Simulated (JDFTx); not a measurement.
# Single-point calculation of MnS

MnS (2 atoms in the cell), computed with Kohn-Sham DFT of a periodic cell, PBEsol, PseudoDojo-SR-PBEsol-0.4.1-standard, spin-polarised (JDFTx 1.7.0 (patched build)).

The structure derives from an entry of the Crystallography Open Database.

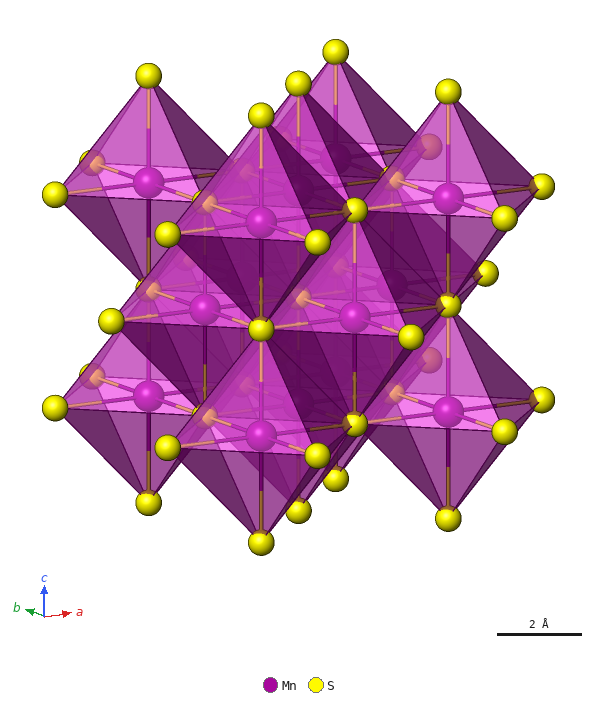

**Figure 1.** The structure (polyhedral view of the cell 4 times as large as that of the calculation, set on its symmetry axes, seen at an oblique angle; polyhedra are completed across the faces of the cell). An atom can appear more than once, as a periodic image.

**Results in brief**

- outcome: converged
- space group (tolerance 0.01 Å): Fm-3m (225)
- electrons treated: 21
- free energy: −3105.8560 eV
- Fermi energy: 10.222 eV
- gap on the k-point mesh: none (metallic)
- net moment of the cell: 4.72 μB
- integrated absolute moment: 4.72 μB
- pressure: −6.74 GPa
- largest force (length of the vector): under 0.001 eV/Å
- hardware: 1 thread of Intel Xeon @ 2.50GHz (Skylake/Cascade Lake), 32 GiB of memory available, shared host
- wall time: 6.3 min
- peak memory: 0.29 GiB

**Notes**

The cell is under a tension of 6.7 GPa at this level, so it is not at its equilibrium volume.

**Input**
```
lattice \
    0.0000000000     4.9217916916     4.9217916916 \
    4.9217916916     0.0000000000     4.9217916916 \
    4.9217916916     4.9217916916     0.0000000000
coords-type Lattice
ion Mn     0.0000000000     0.0000000000     0.0000000000 1
ion S      0.5000000000     0.5000000000     0.5000000000 1

ion-species pseudo/Mn.upf
ion-species pseudo/S.upf
elec-cutoff 48 384
elec-ex-corr gga-PBEsol
kpoint-folding 9 9 9
elec-smearing Fermi 0.0018374661
elec-n-bands 19
spintype z-spin
initial-magnetic-moments Mn 4
elec-initial-magnetization 4 no
electronic-SCF nIterations 100 energyDiffThreshold 1e-09
electronic-minimize nIterations 30 energyDiffThreshold 1e-7
converge-empty-states yes
forces-output-coords Cartesian

dump-name run.$VAR
dump End Ecomponents EigStats BandEigs Kpoints Forces Stress
```

Launch command:
```bash
jdftx -c 1 -i MnS.in -o MnS.out
```

**The program's output**
```
*************** JDFTx 1.7.0 (patched build) ***************

Input parsed successfully to the following command list (including defaults):
[... the input with its defaults ...]

---------- Setting up symmetries ----------

Found 48 point-group symmetries of the bravais lattice
Found 48 space-group symmetries with basis
Applied RMS atom displacement 0 bohrs to make symmetries exact.

---------- Initializing the Grid ----------
R =
[            0      4.92179      4.92179  ]
[      4.92179            0      4.92179  ]
[      4.92179      4.92179            0  ]
unit cell volume = 238.451
G =
[  -0.638303   0.638303   0.638303  ]
[   0.638303  -0.638303   0.638303  ]
[   0.638303   0.638303  -0.638303  ]
Minimum fftbox size, Smin = [  64  64  64  ]
Chosen fftbox size, S = [  64  64  64  ]

---------- Initializing tighter grid for wavefunction operations ----------
R =
[            0      4.92179      4.92179  ]
[      4.92179            0      4.92179  ]
[      4.92179      4.92179            0  ]
unit cell volume = 238.451
G =
[  -0.638303   0.638303   0.638303  ]
[   0.638303  -0.638303   0.638303  ]
[   0.638303   0.638303  -0.638303  ]
Minimum fftbox size, Smin = [  44  44  44  ]
Chosen fftbox size, S = [  48  48  48  ]

---------- Exchange Correlation functional ----------
Initalized PBEsol GGA exchange.
Initalized PBEsol GGA correlation.

---------- Setting up pseudopotentials ----------
Width of ionic core gaussian charges (only for fluid interactions / plotting) set to 0

Reading pseudopotential file 'pseudo/Mn.upf':
  'Mn' pseudopotential, 'PBESOL' functional
  Generated using ONCVPSP code by D. R. Hamann
  15 valence electrons, 4 orbitals, 6 projectors, 1001 radial grid points, with lMax = 2
    3S    l: 0   occupation:  2.0   eigenvalue: -3.147368
    3P    l: 1   occupation:  6.0   eigenvalue: -2.002196
    3D    l: 2   occupation:  5.0   eigenvalue: -0.249683
    4S    l: 0   occupation:  2.0   eigenvalue: -0.188339
  Core radius for overlap checks: 1.55 bohrs.

Reading pseudopotential file 'pseudo/S.upf':
  'S' pseudopotential, 'PBESOL' functional
  Generated using ONCVPSP code by D. R. Hamann
  6 valence electrons, 2 orbitals, 6 projectors, 1001 radial grid points, with lMax = 2
    3S    l: 0   occupation:  2.0   eigenvalue: -0.631879
    3P    l: 1   occupation:  4.0   eigenvalue: -0.256451
  Core radius for overlap checks: 1.58 bohrs.

Initialized 2 species with 2 total atoms.

Folded 1 k-points by 9x9x9 to 729 k-points.

---------- Setting up k-points, bands, fillings ----------
Reduced to 35 k-points under symmetry.
Computing the number of bands and number of electrons
Calculating initial fillings.
nElectrons:  21.000000   nBands: 19   nStates: 70

----- Setting up reduced wavefunction bases (one per k-point) -----
average nbasis = 3788.037 , ideal nbasis = 3787.525

---------- Setting up ewald sum ----------
Optimum gaussian width for ewald sums = 2.235393 bohr.
Real space sum over 1331 unit cells with max indices [  5  5  5  ]
Reciprocal space sum over 2197 terms with max indices [  6  6  6  ]

---------- Allocating electronic variables ----------
Initializing wave functions:  linear combination of atomic orbitals
Note: number of bands (19) exceeds available atomic orbitals (14)
Mn (M=4) pseudo-atom majority spin occupations:   s ( 1 0.5 )  p ( 3 )  d ( 5 )
Mn (M=4) pseudo-atom minority spin occupations:   s ( 1 0 )  p ( 3 )  d ( 1.5 )
S pseudo-atom occupations:   s ( 2 )  p ( 4 )
	FillingsUpdate:  mu: +1.222218581  nElectrons: 21.000000  magneticMoment: [ Abs: 0.16205  Tot: +0.16048 ]
LCAOMinimize: Iter:   0  F: -105.7370279986990198  |grad|_K:  1.853e-02  alpha:  1.000e+00
	FillingsUpdate:  mu: +1.120086430  nElectrons: 21.000000  magneticMoment: [ Abs: 0.41554  Tot: +0.41554 ]
LCAOMinimize: Iter:   1  F: -107.0149105697814633  |grad|_K:  1.718e-02  alpha:  1.383e-01  linmin: -7.167e-02  cgtest:  8.723e-01
LCAOMinimize: 	Wrong curvature in test step, increasing alphaT to 4.148661e-01.
[... 26 lines of inner loops ...]
LCAOMinimize: Iter:  11  F: -114.0906944487061168  |grad|_K:  2.168e-07  alpha:  7.254e-01  linmin:  1.977e-04  cgtest: -3.519e-02
	FillingsUpdate:  mu: +0.398683284  nElectrons: 21.000000  magneticMoment: [ Abs: 4.77078  Tot: +4.77078 ]
LCAOMinimize: Iter:  12  F: -114.0906944489890407  |grad|_K:  1.136e-07  alpha:  4.757e-01  linmin:  3.899e-04  cgtest: -1.003e-03
LCAOMinimize: Converged (|Delta F|<1.000000e-06 for 2 iters).

-------- Electronic minimization -----------
Will mix electronic density at each iteration.
	FillingsUpdate:  mu: +0.398683284  nElectrons: 21.000000  magneticMoment: [ Abs: 4.77078  Tot: +4.77078 ]
	FillingsUpdate:  mu: +0.389365246  nElectrons: 21.000000  magneticMoment: [ Abs: 4.77078  Tot: +4.77078 ]
SCF: Cycle:  0   F: -114.132863468657163   dF: -4.217e-02   |Residual|: 9.030e-02   |deigs|: 1.469e-01
	FillingsUpdate:  mu: +0.378038614  nElectrons: 21.000000  magneticMoment: [ Abs: 4.66496  Tot: +4.66449 ]
SCF: Cycle:  1   F: -114.137470288074510   dF: -4.607e-03   |Residual|: 3.111e-02   |deigs|: 1.578e-02
	FillingsUpdate:  mu: +0.375841888  nElectrons: 21.000000  magneticMoment: [ Abs: 4.67953  Tot: +4.67936 ]
SCF: Cycle:  2   F: -114.138065080518231   dF: -5.948e-04   |Residual|: 9.653e-03   |deigs|: 2.972e-03
	FillingsUpdate:  mu: +0.375545508  nElectrons: 21.000000  magneticMoment: [ Abs: 4.71141  Tot: +4.71136 ]
SCF: Cycle:  3   F: -114.138101997738772   dF: -3.692e-05   |Residual|: 4.052e-03   |deigs|: 1.021e-03
	FillingsUpdate:  mu: +0.375515431  nElectrons: 21.000000  magneticMoment: [ Abs: 4.72218  Tot: +4.72205 ]
SCF: Cycle:  4   F: -114.138103719565109   dF: -1.722e-06   |Residual|: 1.692e-03   |deigs|: 3.270e-04
	FillingsUpdate:  mu: +0.375600770  nElectrons: 21.000000  magneticMoment: [ Abs: 4.72117  Tot: +4.72109 ]
SCF: Cycle:  5   F: -114.138104286026817   dF: -5.665e-07   |Residual|: 5.747e-04   |deigs|: 2.817e-04
	FillingsUpdate:  mu: +0.375635386  nElectrons: 21.000000  magneticMoment: [ Abs: 4.72003  Tot: +4.71993 ]
SCF: Cycle:  6   F: -114.138104415653544   dF: -1.296e-07   |Residual|: 1.603e-04   |deigs|: 1.862e-04
	FillingsUpdate:  mu: +0.375639068  nElectrons: 21.000000  magneticMoment: [ Abs: 4.72015  Tot: +4.72005 ]
SCF: Cycle:  7   F: -114.138104457004914   dF: -4.135e-08   |Residual|: 7.865e-05   |deigs|: 1.056e-03
	FillingsUpdate:  mu: +0.375653904  nElectrons: 21.000000  magneticMoment: [ Abs: 4.72012  Tot: +4.72002 ]
SCF: Cycle:  8   F: -114.138104469401412   dF: -1.240e-08   |Residual|: 2.071e-05   |deigs|: 5.114e-04
	FillingsUpdate:  mu: +0.375654821  nElectrons: 21.000000  magneticMoment: [ Abs: 4.72011  Tot: +4.72001 ]
SCF: Cycle:  9   F: -114.138104473512172   dF: -4.111e-09   |Residual|: 1.214e-05   |deigs|: 2.047e-04
	FillingsUpdate:  mu: +0.375655986  nElectrons: 21.000000  magneticMoment: [ Abs: 4.72011  Tot: +4.72001 ]
SCF: Cycle: 10   F: -114.138104474764049   dF: -1.252e-09   |Residual|: 6.611e-06   |deigs|: 2.451e-04
	FillingsUpdate:  mu: +0.375656861  nElectrons: 21.000000  magneticMoment: [ Abs: 4.72011  Tot: +4.72001 ]
SCF: Cycle: 11   F: -114.138104475192989   dF: -4.289e-10   |Residual|: 1.573e-06   |deigs|: 1.139e-04
	FillingsUpdate:  mu: +0.375656862  nElectrons: 21.000000  magneticMoment: [ Abs: 4.72011  Tot: +4.72001 ]
SCF: Cycle: 12   F: -114.138104475311977   dF: -1.190e-10   |Residual|: 1.691e-06   |deigs|: 1.034e-04
SCF: Converged (|Delta E|<1.000000e-09 for 2 iters).

Setting wave functions to eigenvectors of Hamiltonian
Converging empty states (this may take a while): |deigs|: 1.130e-03

# Stress tensor in Cartesian coordinates [Eh/a0^3]:
[  0.000229018            0            0  ]
[            0  0.000229018            0  ]
[            0            0  0.000229018  ]

# Ionic positions in lattice coordinates:
ion Mn   0.000000000000000   0.000000000000000   0.000000000000000 1
ion S   0.500000000000000   0.500000000000000   0.500000000000000 1

# Forces in Cartesian coordinates:
force Mn  -0.000000000000000  -0.000000000000000   0.000000000000000 1
force S  -0.000000000000000   0.000000000000000  -0.000000000000000 1

# Energy components:
   Eewald =      -70.7466410551937770
       EH =       35.9752913328811559
     Eloc =     -110.0769285240823052
      Enl =       -6.1122995538349230
      Exc =      -21.3531042116410781
 Exc_core =        5.6964735086264797
       KE =       52.4793373244231987
-------------------------------------
     Etot =     -114.1378711788212570
       TS =        0.0002332964907247
-------------------------------------
        F =     -114.1381044753119767

IonicMinimize: Iter:   0  F: -114.138104475311977  |grad|_K:       -nan
IonicMinimize: None of the convergence criteria satisfied after 0 iterations.

#--- Lowdin population analysis ---
# oxidation-state Mn +1.004
# magnetic-moments Mn +4.473
# oxidation-state S -0.847
# magnetic-moments S +0.210

Dumping 'run.eigStats' ...
	eMin: -2.618457 at state 0 ( [ +0.000000 +0.000000 +0.000000 ] spin 1 )
	HOMO: +0.375111 at state 11 ( [ +0.000000 +0.111111 -0.222222 ] spin 1 )
	mu  : +0.375657
	LUMO: +0.375686 at state 17 ( [ +0.000000 +0.222222 -0.333333 ] spin 1 )
	eMax: +0.906971 at state 58 ( [ +0.000000 +0.444444 +0.444444 ] spin -1 )
	HOMO-LUMO gap: +0.000575
	Optical gap  : +0.021023 at state 9 ( [ +0.000000 +0.111111 -0.444444 ] spin 1 )
Done!
```
